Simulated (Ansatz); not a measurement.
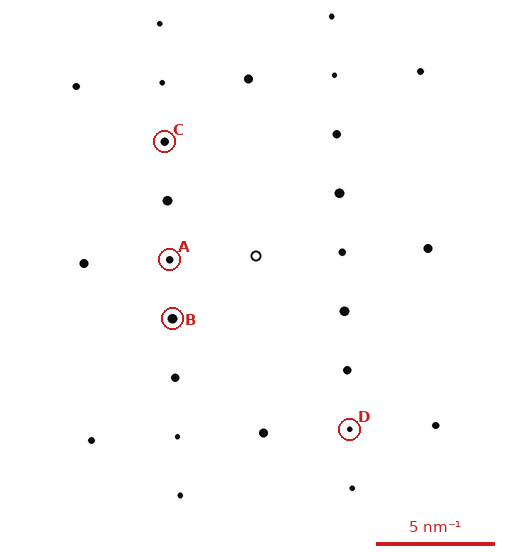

The pattern is a kinematic simulation for 80 kV electrons (no multiple scattering; isotropic B = 0.8 Å²). The zone axis points towards the electron source and the pattern is seen from the source side.

Crystal: Pd, space group P6/mmm (No. 191), a = 4.60 Å, c = 2.73 Å (hexagonal axes). Structure: coordinates from a relaxation with Ansatz 0.2.0, DFT, BLYP, plane waves (420 eV) with PAW, scalar-relativistic; the starting structure was generated, so it need not be a known form of this composition.

```csv
atom,site,symmetry,x,y,z
Pd,1a,6/mmm,0.0000,0.0000,0.0000
Pd,2d,-6m2,0.3333,0.6667,0.5000
```

Spot A is indexed 0 0 -1 and spot B 0 1 -1.

**Index the other marked spots.**

C = 3A − 2B = 0 -2 -1 (d = 1.611 Å). D = −4A + 3B = 0 3 1 (d = 1.195 Å).

**Give [uvw].**

The cross product of A and B is parallel to [100]; every spot obeys hu + kv + lw = 0.

**What are the spacings of A and B and the angle between them?**

d(A) = 2.734 Å, d(B) = 2.255 Å, and the angle is 34.4°.
